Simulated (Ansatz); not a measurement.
Input structure:

```
Ti Si
1.0
     5.04568    0.00000    0.00000
    -2.52284    4.36969    0.00000
     0.00000    0.00000   13.32271
Ti Si
15 3
Direct
  0.00000 0.00000 0.65144
  0.60535 0.00000 0.50000
  0.00000 0.60535 0.50000
  0.66667 0.33333 0.68189
  0.39465 0.39465 0.50000
  0.66667 0.33333 0.98477
  0.27202 0.33333 0.83333
  0.66667 0.93868 0.83333
  0.33333 0.66667 0.01523
  0.06132 0.72798 0.83333
  0.33333 0.66667 0.31811
  0.93868 0.66667 0.16667
  0.33333 0.27202 0.16667
  0.00000 0.00000 0.34856
  0.72798 0.06132 0.16667
  0.33333 0.66667 0.66667
  0.00000 0.00000 0.00000
  0.66667 0.33333 0.33333
```

### Describe what this structure looks like.

The material is Ti5Si. Symmetry: R32 (No. 155), rhombohedral (trigonal R) lattice. Content of the cell: 15 Ti, 3 Si (Z = 3). Numbers of contacts at bonding distance: Ti 10 to 12 (mean 10.8) and Si 12. Not all metal-metal contacts are counted.

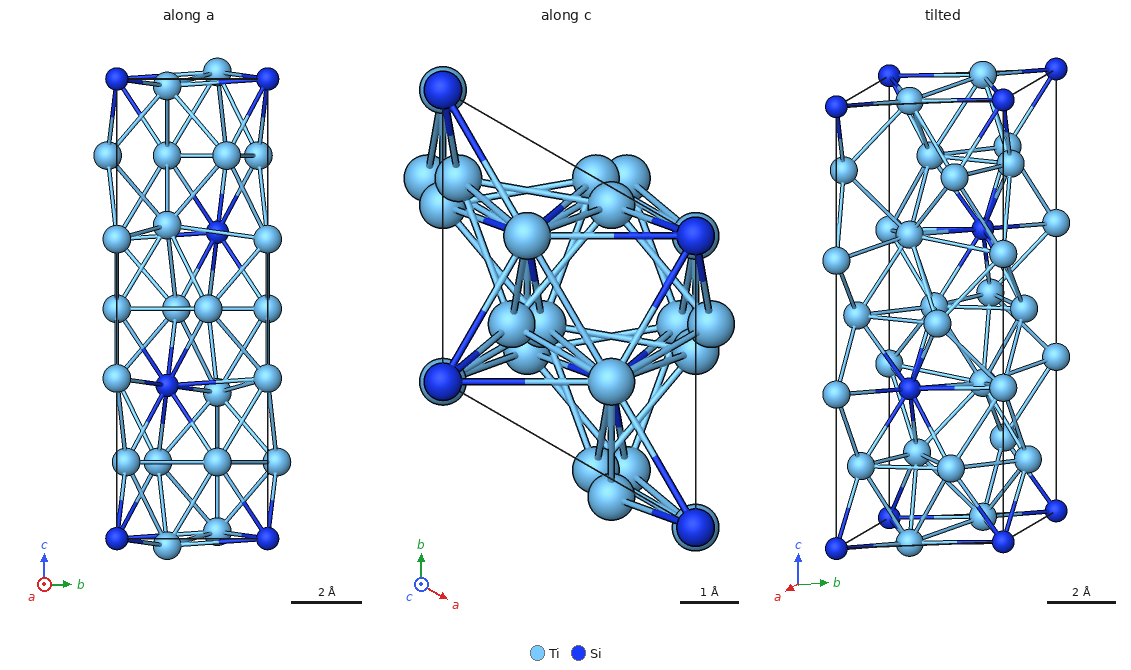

A ball-and-stick picture of a crystal structure, seen along the a axis, along the c axis and slightly off an axis. Lines trace the edges of the conventional unit cell. Some neighbours outside the box are added.

Starting structure: a structure listed in the Materials Project. Earlier steps of the study, as a rule a relaxation of our own, may have changed the cell and positions, so they can lie some per cent off the listed ones. It went into a calculation with Ansatz.

At this level of theory the run's own cell isn't at rest (stretched, at -4 GPa), so its distances can differ from those at equilibrium, the more so the softer the solid.
